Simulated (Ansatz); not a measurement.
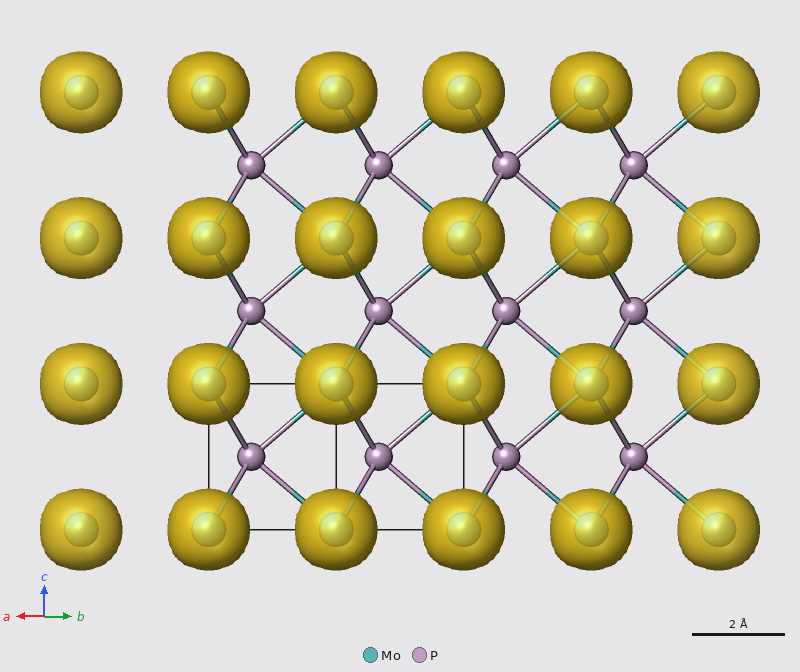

Figure. MoP. Isosurface of the valence charge density (pseudo) at 1 e/Å³ (yellow), seen along [110]. Sticks mark near contacts.

Space group P-6m2; computed pressure about −7 GPa in this cell.

Level of theory: Ansatz 0.2.0, Kohn-Sham DFT of a periodic cell, LDA, Ansatz PAW.

In a PAW calculation such maps are meaningful between the atoms, not at the nuclei.

```
Mo P
1.0
     3.22300    0.00000    0.00000
    -1.61150    2.79120    0.00000
     0.00000    0.00000    3.19100
Mo P
1 1
Direct
  0.00000 0.00000 0.00000
  0.33333 0.66667 0.50000
```

**Which contacts does the surface bridge?**

At this value the density breaks into separate islands; it holds about 50 % of the electrons treated as valence (semicore included). It bridges none of the near contacts. It is pinched off along the sampled Mo–P (2.45 Å) contacts. On the grid the lowest density along these lines, outside the cores, is 0.54 e/Å³ (Mo–P, 2.45 Å).
